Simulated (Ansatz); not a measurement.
## Au: single-point calculation (part 1 of 2)

The run: single-point calculation of Au (slab, 12 atoms in the cell). Method and program: DFT PBE, scalar-relativistic, plane waves, PAW, no spin polarisation (Ansatz 0.2.0).

The structure derives from an entry of the Crystallography Open Database. It belongs to a series of runs on one base structure; here: the film alone at its places in the stack. Figures and captions count atoms from 1; the log counts them from 0 in places.

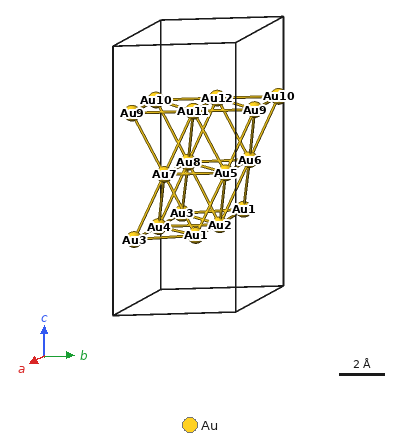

*The structure as given in the input (ball-and-stick view of the cell of the calculation, with the vacuum cut short, seen slightly off an axis; atoms are numbered from 1 in the order of the input).*

Near neighbours in the crystal (not all of them lie inside the picture): Au has 9 Au at 2.77 to 3.25 Å; Au has 12 Au at 2.79 to 3.25 Å.

**The input**
```yaml
crystal:
  lattice:
    - [5.5744824363, 0.0, 0.0]
    - [-2.7872412181, 4.8276434027, 0.0]
    - [0.0, 0.0, 31.342774132]
  atoms:
    - { symbol: Au, position: [-0.0060078487, 0.6725371909, 0.5925436372] }
    - { symbol: Au, position: [0.4915438776, 0.6729339056, 0.5889786746] }
    - { symbol: Au, position: [-0.0063082835, 0.1701412027, 0.5891787083] }
    - { symbol: Au, position: [0.4960813774, 0.1753582731, 0.5891269616] }
    - { symbol: Au, position: [0.8187781441, 0.847709171, 0.6772316196] }
    - { symbol: Au, position: [0.3189307759, 0.8480636822, 0.6775307996] }
    - { symbol: Au, position: [0.8190746802, 0.3479471769, 0.6776104884] }
    - { symbol: Au, position: [0.3189239035, 0.3479319459, 0.6764112693] }
    - { symbol: Au, position: [0.6485971613, 0.0182057037, 0.763283153] }
    - { symbol: Au, position: [0.1486874353, 0.0185182273, 0.7634451079] }
    - { symbol: Au, position: [0.6482981837, 0.5181417807, 0.7634615563] }
    - { symbol: Au, position: [0.1487335199, 0.5180942303, 0.7635902017] }
basis:
  ecutwfc: 420
kpoints:
  mp_grid: { grid: [9, 9, 1] }
hamiltonian:
  xc: pbe
scf:
  occupations: { method: gaussian, width: 0.1 }
output:
  forces: true
  stress: true
  eigenvalues: true
  write_density: true
  write_potential: true
  elf: true
  volumetric_format: npy
efield:
  axis: 3
  dipole_correction: true
  ramp_width: 0.04
```

Run on 8 threads of Intel Xeon (Sapphire Rapids), 32 GiB of memory available, shared host.

Run as:
```bash
ansatz run input.yaml --threads 8 --pin off --max-ram 20480MiB --backend cpu --events-out ev --progress --plain --runs-dir out
```

**What the program printed**
```
Engine: ansatz 0.2.0, x86_64-unknown-linux-gnu
Pseudopotentials: kind: paw
Pseudopotential: Au, paw, valence charge 19, recommended cutoff 420 eV (normal), Au.paw.azcp
Functional definition: PBE
  parameter kappa = 0.804
  parameter beta = 0.06672455060314922
  exchange = pbe_x(kappa = kappa, mu = beta*pi^2/3)
  correlation = pbe_c(beta = beta)
Crystal: 12 atoms, lattice volume = 843.485 Å³
Basis set: ecut = 420 eV, 16593 PW (Γ), exchange–correlation on 80×80×432 points (8 copies of the dense FFT grid, shifted against one another)
Bands: 137, of which v1, the nominal top of the filled ones, is band 114 counted from 1 (113 counted from 0)
Symmetry: 1 space group operations
Space group: P1 (ITA 1), of the structure as read, at distance tolerance 9.4e-5 Å
k-points: 41 of 81 (time reversal used)
Non-local potential: Au, projectors of the file, l = 0: 3, l = 1: 2, l = 2: 2, l = 3: 1
PAW form: soft (Blöchl's): semilocal exchange-correlation on the pseudo side does not see the compensation charge
PAW one-centre angular grid: Au, 590 points (default); XC on 64 Gauss nodes
Initial density: superposition of atomic densities (neutral atoms: chi_scale 0, normalization atom), corrected by the library's trained network
Initial wavefunctions: pseudopotential atomic-orbital guess
Functional: x = pbe(κ = 0.804, μ = 0.2195149727645171), c = pbe(β = 0.06672455060314922)
SCF iter   1: F=—  HF=-157789.687945 eV  |F-HF|=—  |Δ(HF+E_count)|=         —  Δρ=1.09e-3  dr2=1.14e-2  ethr=1.77e-3  p=-0.000 e·Å  D=-1.12e-5 V/Å  ΔV_dip=0.00 eV  dr2_dipole=1.33e-4  V_vac-E_F(+/−)=5.17/5.17 eV  ⟨swp⟩=8.7  Hψ=25632  notcnv=0  defer=147
efield: sawtooth ramp at fractional position 0.1563 (placed from the atoms, in the widest stretch of the axis that holds none; the zero of the levels goes with the place), width 0.0400; the density the first Hamiltonian is built on has a dipole p = -0.000 e·Å; the dipole correction subtracts the counter field D = -1.12e-5 V/Å, which shifts the + side's vacuum level by +0.00 eV against the − side's; the planar-averaged density in the ramp window peaks in size at 1.2e-5 e/Å³
preconditioner: auto → LDOS  [metal: Δε(μ)=0.007 eV  Ē_g=8.541 eV  σ=0.100 eV  W_gap=0.04  n_scr=122 (ndim 8)  ℏωp=14.7 eV  f_vac=0.704  D(μ)=5.51/eV (n_scr^D=10)  β→1.0]
SCF iter   2: F=—  HF=-157789.716045 eV  |F-HF|=—  |Δ(HF+E_count)|=   2.81e-2  Δρ=1.07e-3  dr2=1.23e-2  ethr=4.99e-6  p=0.000 e·Å  D=8.31e-5 V/Å  ΔV_dip=-0.00 eV  dr2_dipole=1.66e-6  V_vac-E_F(+/−)=5.38/5.38 eV  ⟨swp⟩=3.0  Hψ=13432  notcnv=0  defer=512
SCF iter   3: F=—  HF=-157789.712692 eV  |F-HF|=—  |Δ(HF+E_count)|=   3.35e-3  Δρ=2.78e-4  dr2=1.27e-3  ethr=4.99e-6  p=0.001 e·Å  D=1.13e-4 V/Å  ΔV_dip=-0.00 eV  dr2_dipole=1.05e-6  V_vac-E_F(+/−)=5.38/5.39 eV  ⟨swp⟩=2.6  Hψ=8714  notcnv=0  defer=512
SCF iter   4: F=—  HF=-157789.712505 eV  |F-HF|=—  |Δ(HF+E_count)|=   1.87e-4  Δρ=8.61e-5  dr2=8.46e-5  ethr=5.58e-7  p=0.000 e·Å  D=1.04e-4 V/Å  ΔV_dip=-0.00 eV  dr2_dipole=4.91e-8  V_vac-E_F(+/−)=5.39/5.40 eV  ⟨swp⟩=2.3  Hψ=8229  notcnv=0  defer=512
SCF iter   5: F=—  HF=-157789.713142 eV  |F-HF|=—  |Δ(HF+E_count)|=   6.37e-4  Δρ=4.31e-5  dr2=5.32e-5  ethr=3.71e-8  p=0.001 e·Å  D=1.38e-4 V/Å  ΔV_dip=-0.00 eV  dr2_dipole=2.50e-8  V_vac-E_F(+/−)=5.39/5.39 eV  ⟨swp⟩=2.9  Hψ=10988  notcnv=0  defer=512
SCF iter   6: F=—  HF=-157789.713142 eV  |F-HF|=—  |Δ(HF+E_count)|=   4.69e-8  Δρ=1.65e-5  dr2=1.01e-5  ethr=2.34e-8  p=0.001 e·Å  D=1.28e-4 V/Å  ΔV_dip=-0.00 eV  dr2_dipole=4.32e-10  V_vac-E_F(+/−)=5.39/5.40 eV  ⟨swp⟩=2.0  Hψ=6483  notcnv=0  defer=512
SCF iter   7: F=—  HF=-157789.713144 eV  |F-HF|=—  |Δ(HF+E_count)|=   2.00e-6  Δρ=5.62e-6  dr2=9.27e-7  ethr=4.42e-9  p=0.001 e·Å  D=1.33e-4 V/Å  ΔV_dip=-0.00 eV  dr2_dipole=3.94e-9  V_vac-E_F(+/−)=5.39/5.40 eV  ⟨swp⟩=2.2  Hψ=7446  notcnv=0  defer=512
SCF iter   8: F=-157789.713145 eV  HF=-157789.713145 eV  |F-HF|=8.63e-8  |Δ(HF+E_count)|=   4.40e-7  Δρ=1.66e-6  dr2=7.55e-8  ethr=4.39e-11  p=0.001 e·Å  D=1.28e-4 V/Å  ΔV_dip=-0.00 eV  dr2_dipole=1.60e-11  V_vac-E_F(+/−)=5.39/5.40 eV  ⟨swp⟩=25.4  Hψ=55857  notcnv=0
SCF 1 converged in 8 iterations: F = -157789.713145 eV  dr2 = 7.55e-8
  greatest PAW one-centre occupation: 1.000 electrons in one spin orbital (limit 2), on the Au atom at site 0 (counted from 0), in its partial waves of l = 0
```

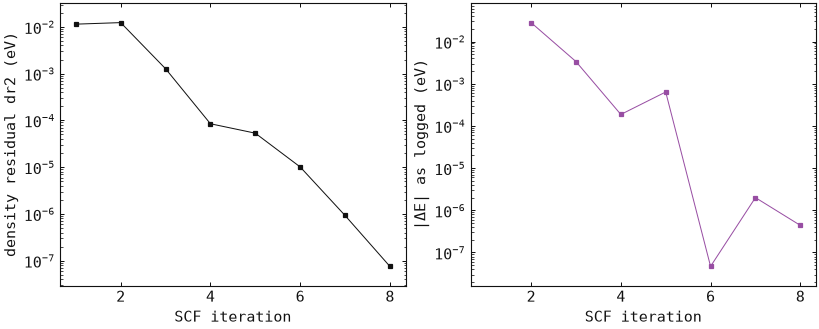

*Convergence of the self-consistent field: density residual dr2 and size of the energy change against the SCF iteration.*

The residual falls almost steadily, with no more than small rises.

```
WARN: The output density's exchange-correlation potential varies sharply where the density is thin. Do not read a vacuum level from v_tot or v_xc, or from such a field of the output density. On a cell that repeats whose density bears no net charge and no dipole along the vacuum's axis use v_es (v_loc + v_h of the components); under efield.dipole_correction with no amplitude use v_es + v_field, which holds any external_charges[].barrier, or the levels of the report's work_function block, which leave it out; under a non-zero efield.amplitude the vacuum is tilted and has no level; on a cell that repeats and bears such a dipole with no correction it is tilted too, and efield.dipole_correction with no amplitude gives each side of its ramp a level where efield: is served; in a cell that repeats whose density bears a net charge (total_charge, or a fill off its count) it is curved and has none; of a slab under crystal.periodic whose density bears no net charge use v_es, which has a level on each side, short of where the two are joined; of another it falls or rises all the way out and has none; of a slab beside external_charges read slab_vacuum_level instead, which it has where they leave it neutral. The grid or the basis barely resolves most such structure, and the values can differ between equally converged runs; as a rule a tighter scf.convergence.dr2_threshold does not remove it. Where the density itself ripples (under the LDA too) a higher basis.ecutwfc lessens it. The files hold the spikes' plane waves up to the density's cutoff. Files: v_tot_of_output_density and the like, and their columns of v_z.tsv (output.write_potential); v_xc_of_output_density and the like, and their columns of v_comp_z.tsv (output.write_potential_components). Measured: with its Gaussian average of σ = 0.25 Å subtracted twice, the exchange-correlation potential is over 0.1 eV at 11 of the grid points where the equally averaged density (valence and model cores) is under 1e-3 e/Å³, and 0.137 eV at the most among them, at an averaged density of 1.4e-9 e/Å³. The input density's (outcome.potential() and, of a run that writes arrays, v_tot and v_xc) is over 0.1 eV, so measured, at 67 points of its own thin density, 0.125 eV at the most. See output.write_potential in the manual, Limitations
SCF converged after 8 iterations
Free energy (F): -157789.713145 eV
Harris-Foulkes:  -157789.713145 eV  (|F-HF|=8.63e-8)
Internal energy: -157789.686363 eV  (E = F + TS)
E sigma→0 (E₀):  -157789.699754 eV
Entropy (-TS):   -0.026782 eV (-2.232 meV/atom)
Fermi energy:    0.819373 eV
Dipole field:    D = 0.000125 V/Å  (p = 0.000583 e·Å, saw-weighted, corrected)
Work function:   Φ+ = 5.3931 eV   Φ− = 5.3970 eV
Levels:          The Fermi level and band energies are counted from a zero that moves with the ramp; work functions are not
--- Per-component energies (eV) ---
  E_band       = -6861.961296
  E_kinetic    = 7254.172127
  E_local      = -537224.562265  (includes V_loc(G=0)·N_el)
  E_nonlocal   = 889.573188
  E_hartree    = 264927.888816
  E_xc         = -2730.753070
  E_vxc        = -3294.808133  (∫ρ·V_xc dr)
  E_paw        = -116481.575797  (= ΣΔE_a)
  E_vpaw       = -4342.183915  (= ΣTr[D̂ρ^β])
  E_aug_tail   = 0.017185  (compensation charges beyond the density's cutoff)
  E_efield     = 0.000000  (sawtooth field / dipole correction)
  E_vefield    = -0.000520  (∫n·V_field dr)
  E_ewald      = 225575.553452
  E_smearing   = -0.026782  (= −TS)
  E_closure    = 0.000000  (closes the sum)
  Σ components = -157789.713145   (vs F -157789.713145, Δ=0.00e0)
--- Forces (eV/Å), atoms counted from 1 ---
  atom   1  Au    -0.01011310     0.00547145    -0.01584674
  atom   2  Au     0.06676207     0.00295061     0.09608767
  atom   3  Au    -0.04206877     0.06337960     0.08949960
  atom   4  Au    -0.02195000    -0.06760368     0.09313528
  atom   5  Au    -0.02200255     0.01812653    -0.03554055
  atom   6  Au     0.02881063     0.01295434    -0.03288266
  atom   7  Au    -0.00379661    -0.03228271    -0.03380996
  atom   8  Au     0.00044446    -0.00075031    -0.02494834
  atom   9  Au     0.00047805    -0.00041906    -0.03656640
  atom  10  Au     0.00185542    -0.01324402    -0.03260229
  atom  11  Au     0.01204846     0.00532366    -0.03355678
  atom  12  Au    -0.01046800     0.00609292    -0.03285955
  max |Σ_I F_I| component: 1.09e-4 eV/Å
--- Stress (GPa, compression-positive) ---
        0.553651      -0.004698       0.005622
       -0.004698       0.547755      -0.003263
        0.005622      -0.003263      -0.207927
  P = ⅓ Tr σ = 0.2978 GPa (2.978 kbar)
--- Band table (eV; the first three rows and the last of 41) ---
  k-point 0: bands = ["-104.1794", "-104.1687", "-104.1663", "-104.1465", "-104.0642", "-104.0449", "-104.0290", "-104.0215", "-104.0212", "-104.0060", "-103.9967", "-103.9944", "-55.8141", "-55.8053", "-55.8047", "-55.6985", "-55.6978", "-55.6933", "-55.6923", "-55.6916", "-55.6694", "-55.6234", "-55.6183", "-55.6166", "-55.5549", "-55.5543", "-55.5473", "-55.5175", "-55.5149", "-55.5092", "-55.5086", "-55.5034", "-55.5034", "-55.5026", "-55.4934", "-55.4794", "-55.4435", "-55.4427", "-55.4275", "-55.4258", "-55.3552", "-55.3377", "-55.3127", "-55.3013", "-55.3009", "-55.2895", "-55.2711", "-55.2681", "-7.7148", "-6.7901", "-6.3840", "-5.6402", "-5.6296", "-5.6266", "-5.4873", "-5.4820", "-5.4772", "-5.3849", "-5.3823", "-5.3762", "-4.6738", "-4.6562", "-4.6504", "-3.9450", "-3.8869", "-3.8835", "-3.8770", "-3.8645", "-3.8510", "-3.7869", "-3.2902", "-3.2873", "-3.1711", "-3.1413", "-3.1372", "-3.1249", "-3.1185", "-2.2714", "-2.2575", "-2.2399", "-2.1103", "-2.0530", "-2.0395", "-1.9363", "-1.8376", "-1.8361", "-1.6818", "-1.6804", "-1.6543", "-1.4944", "-1.4345", "-1.2759", "-1.2714", "-1.2570", "-1.1479", "-1.1431", "-1.1246", "-1.1199", "-1.0768", "-1.0076", "-0.9650", "-0.9510", "-0.2668", "-0.2624", "-0.2607", "-0.1564", "-0.1551", "-0.1474", "-0.1462", "-0.1429", "-0.1244", "0.8645", "1.5647", "1.6467", "1.6502", "2.5909", "2.6029", "2.6142", "2.6593", "2.6778", "2.8260", "4.9016", "5.0661", "5.1893", "5.2022", "5.6704", "5.7083", "5.7431", "6.0221", "6.1649", "6.1753", "6.2026", "6.2369", "6.6921", "6.8042", "7.7101", "8.0071"]
```
